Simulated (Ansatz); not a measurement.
The calculation's input:

```
crystal:
  lattice:
    - [0.0, 0.0, -5.2431684262]
    - [6.4367416346, 1.0e-10, 0.0]
    - [-3.2183708173, -5.5743817732, 0.0]
  atoms:
    - { symbol: Ga, position: [0.6045636469, 0.1666666667, 0.3333333333], spin: 0.2 }
    - { symbol: Ga, position: [0.4878326077, 0.6678296103, 0.3356592206] }
    - { symbol: Ga, position: [0.4878326077, 0.1643407794, 0.8321703897] }
    - { symbol: Ga, position: [0.4878326077, 0.6678296103, 0.8321703897] }
    - { symbol: Ga, position: [-0.0190440727, 0.7970464897, 0.1485232449], spin: 0.2 }
    - { symbol: Ga, position: [-0.0190440727, 0.3514767551, 0.1485232449], spin: 0.2 }
    - { symbol: Ga, position: [-0.0142834375, 0.8333333333, 0.6666666667] }
    - { symbol: Ga, position: [-0.0190440727, 0.3514767551, 0.7029535103], spin: 0.2 }
    - { symbol: Ga, position: [0.1700238956, 0.1666666667, 0.3333333333], spin: 0.2 }
    - { symbol: "N", position: [0.1191761181, 0.6702049884, 0.3404099768] }
    - { symbol: "N", position: [0.1191761181, 0.1595900232, 0.8297950116] }
    - { symbol: "N", position: [0.1191761181, 0.6702049884, 0.8297950116] }
    - { symbol: "N", position: [0.6207140895, 0.8100915787, 0.1550457894] }
    - { symbol: "N", position: [0.6207140895, 0.3449542106, 0.1550457894] }
    - { symbol: "N", position: [0.6136596676, 0.8333333333, 0.6666666667] }
    - { symbol: "N", position: [0.6207140895, 0.3449542106, 0.6899084213] }
  host:
    lattice:
      - [3.2183708173, 0.0, 0.0]
      - [-1.6091854087, 2.7871908866, 0.0]
      - [0.0, 0.0, 5.2431684262]
    atoms:
      - { symbol: Ga, position: [0.6666666667, 0.3333333333, 0.4991348648] }
      - { symbol: Ga, position: [0.3333333333, 0.6666666667, 0.9991348648] }
      - { symbol: "N", position: [0.6666666667, 0.3333333333, 0.8758651352] }
      - { symbol: "N", position: [0.3333333333, 0.6666666667, 0.3758651352] }
total_charge: -1
basis:
  ecutwfc: 420
  xc_grid: 2
kpoints:
  mp_grid: { grid: [4, 4, 4], shift: [0.0, 0.0, 0.0] }
hamiltonian:
  xc: pbe
scf:
  occupations: { method: gaussian, width: 0.01 }
output:
  forces: true
  stress: false
  eigenvalues: true
  populations: true
  charged_corrections:
    defect_position: [0.12413486, 0.16666667, 0.33333333]
    epsilon: [[10.4928, 0.0, 0.0], [0.0, 10.4928, 0.0], [0.0, 0.0, 11.6882]]
  write_density: true
  write_potential: true
  elf: true
  volumetric_format: npy
magnetization:
  spin_polarized: true
relax:
  adjacent_minimum: "off"
  f_tol: 0.025
  max_steps: 45
```

Command:

```sh
ansatz run input.yaml --threads 4 --pin off --max-ram 8192MiB --backend cpu --events-out ev --progress --plain --runs-dir out
```

The fields are those of the relaxed geometry.

The program warned that a starting moment wasn't kept; spin-polarised, but the moments vanished.

Computed with Ansatz 0.2.0, DFT PBE, scalar-relativistic, plane waves, PAW.

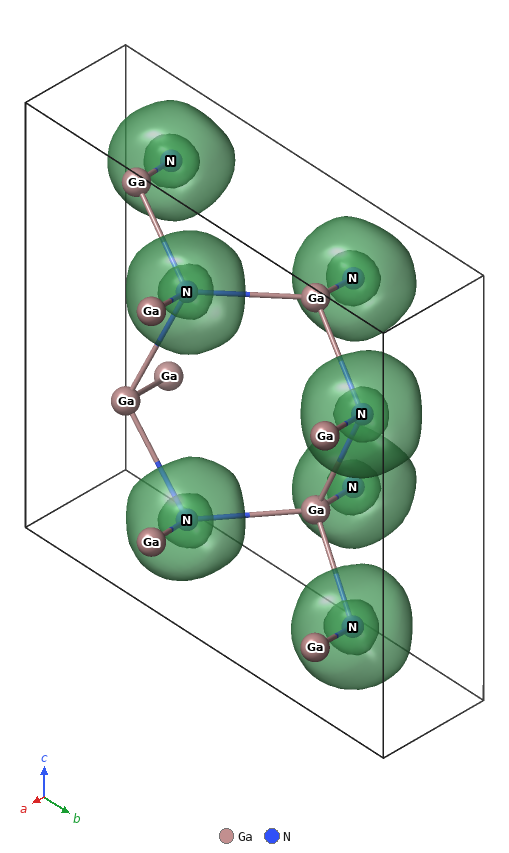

Ga₉N₇ (cell charge −1, with a compensating background) (cell with a defect). Isosurface of the ELF at 0.65 (green), seen slightly off an axis. Only the valence region is drawn (cores and ρ < 0.01 e/Å³ removed). Sticks mark near contacts.

Describe the localisation domains.

The ELF exceeds this value in seven regions wrapped around N (the valence shell of each), counted in one cell of 16 atoms. Regions shared between cells count once. Profiles from the grid: Ga–N (1.90 Å): the ELF peaks at about 0.85 in the valence shell of N, 0.6 Å from its nucleus, and is about 0.50 at the midpoint. Ga–Ga (2.23 Å): the ELF reaches about 0.55 near the midpoint.
